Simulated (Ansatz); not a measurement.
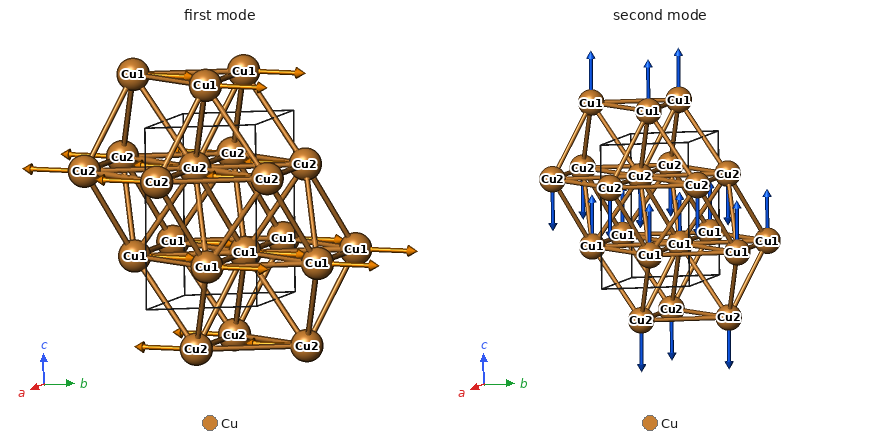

The system is Cu (P6_3/mmc, No. 194; 2 atoms in the cell); the picture shows the reference structure; its two panels give the patterns of the first and the second mode as arrows. The energy is mapped over two normal modes frozen in (zone-centre modes of the 2-atom cell of this scan). Coordinates scanned: (1) amplitude of mode 5 (116 cm⁻¹), largest displacement; (2) amplitude of mode 6 (275 cm⁻¹), largest displacement. Nothing is relaxed (the cell and all other modes fixed). The scan uses a 5 × 5 grid; 15 points were computed and 10 follow by symmetry. Points are written as (first, second). All energies are given in meV per cell relative to the lowest grid point. These are results of Ansatz, DFT LDA, scalar-relativistic, plane waves, PAW, not measurements. Settings: cutoff 520 eV, k-mesh 21×21×12 in the order of the run's cell vectors, gaussian smearing 0.15 eV, no spin polarisation.

Its coordinates:

```yaml
crystal:
  lattice:
    - [2.48833, 0.00000, 0.00000]
    - [-1.24416, 2.15496, 0.00000]
    - [0.00000, 0.00000, 4.06371]
  atoms:
    - { symbol: Cu, position: [0.33333, 0.66667, 0.25000] }
    - { symbol: Cu, position: [0.66667, 0.33333, 0.75000] }
```

The input of one point:

```yaml
crystal:
  lattice:
    - [2.4883286535, 0.0, 0.0]
    - [-1.2441643268, 2.1549558269, 0.0]
    - [0.0, 0.0, 4.0637143877]
  atoms:
    - { symbol: Cu, position: [0.3333333333, 0.6666666667, 0.25] }
    - { symbol: Cu, position: [0.6666666667, 0.3333333333, 0.75] }
basis:
  ecutwfc: 520.0
kpoints:
  mp_grid: { grid: [21, 21, 12] }
hamiltonian:
  xc: lda
  pseudopotentials: { kind: paw, azcp: { folder: soft_1 } }
scf:
  occupations: { method: gaussian, width: 0.15 }
output:
  forces: true
  stress: true
  eigenvalues: true
```

Range: amplitude of mode 5 (116 cm⁻¹), largest displacement from −0.138 to 0.138 Å; amplitude of mode 6 (275 cm⁻¹), largest displacement from −0.130 to 0.130 Å.

**What landscape does the calculation give?**

The lowest grid point is at (0.000 Å, 0.000 Å). No other kind of well shows on this grid. The highest grid point, (0.138 Å, −0.130 Å), lies 440 meV above the lowest.

| second ↓, first → | −0.138 | −0.069 | 0.000 | 0.069 | 0.138 |
| --- | --- | --- | --- | --- | --- |
| 0.130 | 387 | 337 | 316 | 344 | 440 |
| 0.065 | 124 | 90 | 76 | 95 | 162 |
| 0.000 | 42 | 13 | 0 | 17 | 75 |
| −0.065 | 124 | 90 | 76 | 95 | 162 |
| −0.130 | 387 | 337 | 316 | 344 | 440 |

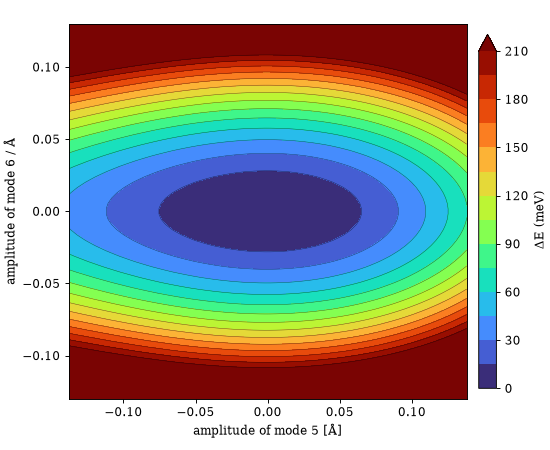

In the figure: filled contours, one colour for all values above the top of the scale. Between grid points the surface is interpolated.

Each point was launched as `ansatz run input.yaml --threads 1 --pin off --max-ram 2048MiB --backend cpu --events-out ev --progress --plain --runs-dir out`. The whole map (15 points run) took 17 min on 1 thread of Intel(R) Xeon(R) Platinum 8259CL CPU @ 2.50GHz (Skylake/Cascade Lake), on a shared host.
